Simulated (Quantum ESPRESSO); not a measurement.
**Band-structure run, with input and output: C**

- system: C (R-3m, 4 atoms in the cell)
- method: Kohn-Sham DFT of a periodic cell, PBEsol, GBRV 1.5 PBEsol, no spin polarisation (Quantum ESPRESSO 7.5)

The structure derives from a Materials Project entry.

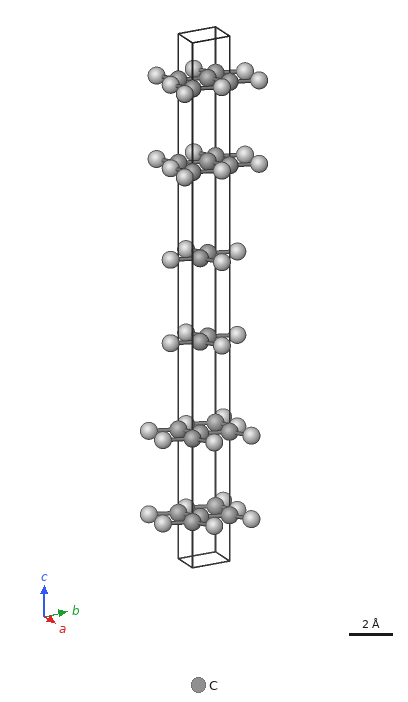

**Figure 1.** The structure as given in the input (ball-and-stick view of the cell 3 times as large as that of the calculation, set on its symmetry axes, seen slightly off an axis; neighbours outside the cell are drawn fainter).

### Input file
```
&CONTROL
  calculation = 'scf'
  prefix = 'pwscf'
  outdir = './tmp'
  pseudo_dir = './pseudo'
  tprnfor = .true.
  tstress = .true.
  disk_io = 'low'
/
&SYSTEM
  ibrav = 0
  celldm(1) = 8
  nat = 4
  ntyp = 1
  ecutwfc = 45
  ecutrho = 360
  nbnd = 14
  occupations = 'smearing'
  smearing = 'fd'
  degauss = 0.00367493
/
&ELECTRONS
  conv_thr = 8d-10
  electron_maxstep = 120
  mixing_beta = 0.5
/
ATOMIC_SPECIES
C     12.0110 c_pbesol_v1.2.uspp.F.UPF
CELL_PARAMETERS alat
  0.2912984705529   0.1681812503993   1.9564842672850
 -0.2912984705529   0.1681812503993   1.9564842672850
  0.0000000000000  -0.3363625007751   1.9564842672850
ATOMIC_POSITIONS crystal
C      0.0871730800    0.0871730800    0.0871730800
C      0.7538500600    0.7538500600    0.7538500600
C      0.2461499400    0.2461499400    0.2461499400
C      0.9128269200    0.9128269200    0.9128269200
K_POINTS automatic
12 12 12 0 0 0
```

### File bands.in
```
&CONTROL
  calculation = 'bands'
  prefix = 'pwscf'
  outdir = './tmp'
  pseudo_dir = './pseudo'
  disk_io = 'low'
  verbosity = 'high'
/
&SYSTEM
  ibrav = 0
  celldm(1) = 8
  nat = 4
  ntyp = 1
  ecutwfc = 45
  ecutrho = 360
  nbnd = 14
  occupations = 'smearing'
  smearing = 'fd'
  degauss = 0.00367493
/
&ELECTRONS
  conv_thr = 1d-08
  electron_maxstep = 120
  mixing_beta = 0.5
  diago_full_acc = .true.
  startingwfc = 'random'
/
ATOMIC_SPECIES
C     12.0110 c_pbesol_v1.2.uspp.F.UPF
CELL_PARAMETERS alat
  0.2912984705529   0.1681812503993   1.9564842672850
 -0.2912984705529   0.1681812503993   1.9564842672850
  0.0000000000000  -0.3363625007751   1.9564842672850
ATOMIC_POSITIONS crystal
C      0.0871730800    0.0871730800    0.0871730800
C      0.7538500600    0.7538500600    0.7538500600
C      0.2461499400    0.2461499400    0.2461499400
C      0.9128269200    0.9128269200    0.9128269200
K_POINTS crystal
60
 0.0000000000  0.0000000000  0.0000000000 1
 0.0555555556  0.0000000000  0.0000000000 1
 0.1111111111  0.0000000000  0.0000000000 1
 0.1666666667  0.0000000000  0.0000000000 1
 0.2222222222  0.0000000000  0.0000000000 1
 0.2777777778  0.0000000000  0.0000000000 1
 0.3333333333  0.0000000000  0.0000000000 1
 0.3888888889  0.0000000000  0.0000000000 1
 0.4444444444  0.0000000000  0.0000000000 1
 0.5000000000  0.0000000000  0.0000000000 1
 0.5000000000  0.0343185714 -0.0343185714 1
 0.5000000000  0.0686371427 -0.0686371427 1
 0.5000000000  0.1029557141 -0.1029557141 1
 0.5000000000  0.1372742855 -0.1372742855 1
 0.5000000000  0.1715928569 -0.1715928569 1
 0.8284071431  0.5000000000  0.1715928569 1
 0.7985519483  0.5000000000  0.2014480517 1
 0.7686967535  0.5000000000  0.2313032465 1
 0.7388415586  0.5000000000  0.2611584414 1
 0.7089863638  0.5000000000  0.2910136362 1
 0.6791311690  0.5000000000  0.3208688310 1
 0.6492759742  0.5000000000  0.3507240258 1
 0.6194207793  0.5000000000  0.3805792207 1
 0.5895655845  0.5000000000  0.4104344155 1
 0.5597103897  0.5000000000  0.4402896103 1
 0.5298551948  0.5000000000  0.4701448052 1
 0.5000000000  0.5000000000  0.5000000000 1
 0.2500000000  0.2500000000  0.2500000000 1
 0.0000000000  0.0000000000  0.0000000000 1
 0.0279830357  0.0000000000 -0.0279830357 1
 0.0559660714  0.0000000000 -0.0559660714 1
 0.0839491071  0.0000000000 -0.0839491071 1
 0.1119321428  0.0000000000 -0.1119321428 1
 0.1399151785  0.0000000000 -0.1399151785 1
 0.1678982142  0.0000000000 -0.1678982142 1
 0.1958812499  0.0000000000 -0.1958812499 1
 0.2238642856  0.0000000000 -0.2238642856 1
 0.2518473213  0.0000000000 -0.2518473213 1
 0.2798303570  0.0000000000 -0.2798303570 1
 0.3078133927  0.0000000000 -0.3078133927 1
 0.3357964284  0.0000000000 -0.3357964284 1
 0.6642035716  0.3357964284  0.0000000000 1
 0.6313628573  0.3686371427  0.0000000000 1
 0.5985221429  0.4014778571  0.0000000000 1
 0.5656814286  0.4343185714  0.0000000000 1
 0.5328407143  0.4671592857  0.0000000000 1
 0.5000000000  0.5000000000  0.0000000000 1
 0.6642035716  0.6642035716  0.1715928569 1
 0.6477832144  0.6477832144  0.2044335712 1
 0.6313628573  0.6313628573  0.2372742855 1
 0.6149425001  0.6149425001  0.2701149998 1
 0.5985221429  0.5985221429  0.3029557141 1
 0.5821017858  0.5821017858  0.3357964284 1
 0.5656814286  0.5656814286  0.3686371427 1
 0.5492610715  0.5492610715  0.4014778571 1
 0.5328407143  0.5328407143  0.4343185714 1
 0.5164203572  0.5164203572  0.4671592857 1
 0.5000000000  0.5000000000  0.5000000000 1
 0.5000000000  0.0000000000  0.0000000000 1
 0.8284071431  0.3357964284  0.3357964284 1
```

Machine: 2 threads of AMD EPYC (Zen 5), 64 GiB of memory available, shared host.

Run as:
```bash
OMP_NUM_THREADS=1 mpirun -n 2 pw.x -nk 2 -in pw.in > pw.out
OMP_NUM_THREADS=1 mpirun -n 2 pw.x -nk 2 -in bands.in > bands.out
```

### What the program printed
```
This program is part of the open-source Quantum ESPRESSO suite
     for quantum simulation of materials; please cite
         "P. Giannozzi et al., J. Phys.:Condens. Matter 21 395502 (2009);
         "P. Giannozzi et al., J. Phys.:Condens. Matter 29 465901 (2017);
         "P. Giannozzi et al., J. Chem. Phys. 152 154105 (2020);
          URL
     in publications or presentations arising from this work. More details at

     Message from routine setup:
     using ibrav=0 with symmetry is DISCOURAGED, use correct ibrav instead

     K-points division:     npool     =       2
     Subspace diagonalization in iterative solution of the eigenvalue problem:
     a serial algorithm will be used

     G-vector sticks info
     --------------------
     sticks:   dense  smooth     PW     G-vecs:    dense   smooth      PW
     Sum        2089    1031    387                33881    11995    2657

     Using Slab Decomposition

     bravais-lattice index     =            0
     lattice parameter (alat)  =       8.0000  a.u.
     unit-cell volume          =     294.4512 (a.u.)^3
     number of atoms/cell      =            4
     number of atomic types    =            1
     number of electrons       =        16.00
     number of Kohn-Sham states=           14
     kinetic-energy cutoff     =      45.0000  Ry
     charge density cutoff     =     360.0000  Ry
     scf convergence threshold =      8.0E-10
     mixing beta               =       0.5000
     number of iterations used =            8  plain     mixing
     Exchange-correlation= SLA  PW   PSX  PSC
                           (   1   4  10   8   0   0   0)

     celldm(1)=   8.000000  celldm(2)=   0.000000  celldm(3)=   0.000000
     celldm(4)=   0.000000  celldm(5)=   0.000000  celldm(6)=   0.000000

     crystal axes: (cart. coord. in units of alat)
               a(1) = (   0.291298   0.168181   1.956484 )
               a(2) = (  -0.291298   0.168181   1.956484 )
               a(3) = (   0.000000  -0.336363   1.956484 )

     reciprocal axes: (cart. coord. in units 2 pi/alat)
               b(1) = (  1.716453  0.990994  0.170374 )
               b(2) = ( -1.716453  0.990994  0.170374 )
               b(3) = ( -0.000000 -1.981989  0.170374 )

     PseudoPot. # 1 for C  read from file:
     c_pbesol_v1.2.uspp.F.UPF
     Pseudo is Ultrasoft + core correction, Zval =  4.0
     Generated by new atomic code, or converted to UPF format
     Using radial grid of  721 points,  4 beta functions with:
                l(1) =   0
                l(2) =   0
                l(3) =   1
                l(4) =   1
     Q(r) pseudized with  8 coefficients,  rinner =    1.100   1.100   1.100

     atomic species   valence    mass     pseudopotential
     C                 4.00    12.01100     C ( 1.00)

     12 Sym. Ops., with inversion, found

   Cartesian axes

     site n.     atom                  positions (alat units)
         1        C      tau(   1) = (  -0.0000000   0.0000000   0.5116583  )
         2        C      tau(   2) = (  -0.0000000   0.0000000   4.4246873  )
         3        C      tau(   3) = (   0.0000000   0.0000000   1.4447655  )
         4        C      tau(   4) = (   0.0000000   0.0000000   5.3577945  )

     number of k points=   189  Fermi-Dirac smearing, width (Ry)=  0.0037

     Number of k-points >= 100: set verbosity='high' to print them.

     Dense  grid:    33881 G-vectors     FFT dimensions: (  96,  96,  96)

     Smooth grid:    11995 G-vectors     FFT dimensions: (  72,  72,  72)

     Initial potential from superposition of free atoms

     starting charge      15.9998, renormalised to      16.0000
     Starting wfcs are   16 randomized atomic wfcs

     Self-consistent Calculation

     iteration #  1     ecut=    45.00 Ry     beta= 0.50
     Davidson diagonalization with overlap
     ethr =  1.00E-02,  avg # of iterations =  4.3

     total energy              =     -45.88497435 Ry
     estimated scf accuracy    <       0.38677047 Ry

     iteration #  2     ecut=    45.00 Ry     beta= 0.50
     Davidson diagonalization with overlap
     ethr =  2.42E-03,  avg # of iterations =  2.4

     total energy              =     -45.89456828 Ry
     estimated scf accuracy    <       0.03569888 Ry

     iteration #  3     ecut=    45.00 Ry     beta= 0.50
     Davidson diagonalization with overlap
     ethr =  2.23E-04,  avg # of iterations =  3.7

     total energy              =     -45.90003238 Ry
     estimated scf accuracy    <       0.00091648 Ry

     iteration #  4     ecut=    45.00 Ry     beta= 0.50
     Davidson diagonalization with overlap
     ethr =  5.73E-06,  avg # of iterations =  4.6

     total energy              =     -45.90011461 Ry
     estimated scf accuracy    <       0.00007688 Ry

     iteration #  5     ecut=    45.00 Ry     beta= 0.50
     Davidson diagonalization with overlap
     ethr =  4.80E-07,  avg # of iterations =  2.0

     total energy              =     -45.90012254 Ry
     estimated scf accuracy    <       0.00000354 Ry

     iteration #  6     ecut=    45.00 Ry     beta= 0.50
     Davidson diagonalization with overlap
     ethr =  2.21E-08,  avg # of iterations =  2.1

     total energy              =     -45.90012349 Ry
     estimated scf accuracy    <       0.00000190 Ry

     iteration #  7     ecut=    45.00 Ry     beta= 0.50
     Davidson diagonalization with overlap
     ethr =  1.19E-08,  avg # of iterations =  2.0

     total energy              =     -45.90012369 Ry
     estimated scf accuracy    <       0.00000003 Ry

     iteration #  8     ecut=    45.00 Ry     beta= 0.50
     Davidson diagonalization with overlap
     ethr =  2.10E-10,  avg # of iterations =  2.2

     End of self-consistent calculation

     Number of k-points >= 100: set verbosity='high' to print the bands.

     the Fermi energy is     4.8066 ev

!    total energy              =     -45.90012370 Ry
     estimated scf accuracy    <          4.6E-10 Ry
     smearing contrib. (-TS)   =      -0.00011928 Ry
     internal energy E=F+TS    =     -45.90000441 Ry

     The total energy is F=E-TS. E is the sum of the following terms:
     one-electron contribution =     -30.36581200 Ry
     hartree contribution      =      21.78281919 Ry
     xc contribution           =     -14.39979737 Ry
     ewald contribution        =     -22.91721423 Ry

     convergence has been achieved in   8 iterations

     Forces acting on atoms (cartesian axes, Ry/au):

     atom    1 type  1   force =     0.00000000   -0.00000000    0.00010519
     atom    2 type  1   force =     0.00000000    0.00000000   -0.00018567
     atom    3 type  1   force =     0.00000000   -0.00000000    0.00018567
     atom    4 type  1   force =     0.00000000   -0.00000000   -0.00010519

     Total force =     0.000302     Total SCF correction =     0.000008

     Computing stress (Cartesian axis) and pressure

          total   stress  (Ry/bohr**3)                   (kbar)     P=      -20.96
  -0.00020327   0.00000000  -0.00000000          -29.90        0.00       -0.00
   0.00000000  -0.00020327   0.00000000            0.00      -29.90        0.00
  -0.00000000   0.00000000  -0.00002091           -0.00        0.00       -3.08

=------------------------------------------------------------------------------=
   JOB DONE.
=------------------------------------------------------------------------------=
```

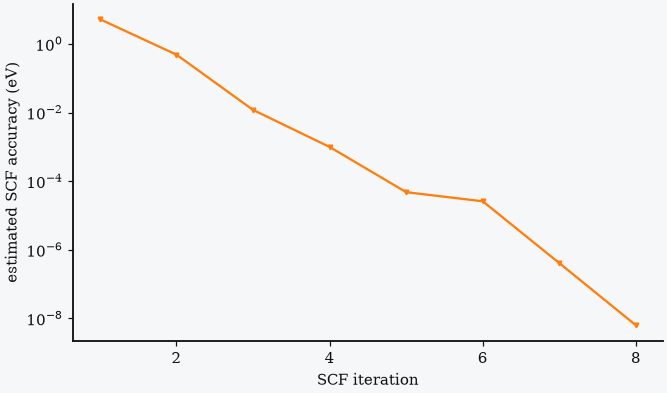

**Figure 2.** Convergence of the self-consistent field: estimated SCF accuracy against the iteration. The field takes 8 iterations in all.

### Results in brief

| quantity | value |
| --- | --- |
| outcome | converged |
| space group (tolerance 0.01 Å) | R-3m (166) |
| electrons treated | 16 |
| free energy | −624.5030 eV |
| Fermi energy of the self-consistent step | 4.807 eV |
| gap on the k-point mesh | 0.19 eV |
| gap on the band path | 0.07 eV |
| pressure | −2.10 GPa |
| largest force (length of the vector) | 0.005 eV/Å |
| wall time | 97 s (CPU time 3.2 min) |
| peak memory | 0.52 GiB |
